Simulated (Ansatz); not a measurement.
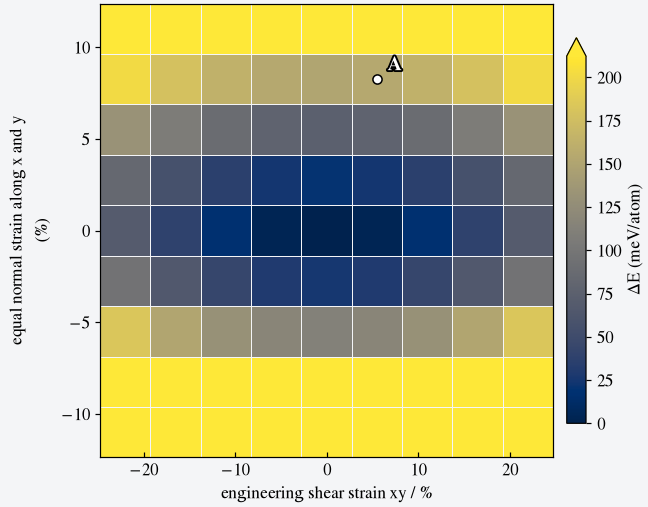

PbSe (Fm-3m, No. 225; 2 atoms in the cell). The energy is mapped over two homogeneous strains (x, y and z along the cube axes). First axis: engineering shear strain xy. Second axis: equal normal strain along x and y. Nothing is relaxed (symmetry fixes all fractional coordinates). Grid: 9 × 9 points; 45 points were computed and 36 follow by symmetry. Points are written as (first, second). Energies are in meV/atom, from the lowest grid point. The lowest point has no gap; 17 points of the grid have one on the k-mesh. The D3 coefficients switch with the coordination numbers inside this range, which puts artificial structure into the map. Method: DFT LDA+D3(BJ), scalar-relativistic, plane waves, PAW in Ansatz. Settings: cutoff 420 eV, k-mesh 10×10×10, gaussian smearing 0.03 eV, no spin polarisation.

The picture shows one coloured cell a grid point, one colour for all values above the top of the scale, the point A.

Which way does the force act at A, and how strong is it?

A, at (5.5 %, 8.25 %), is not a stationary point. The computed force is 1.2 meV/atom for each 1 % towards smaller values of engineering shear strain xy and 29 meV/atom for each 1 % towards smaller values of the second coordinate.
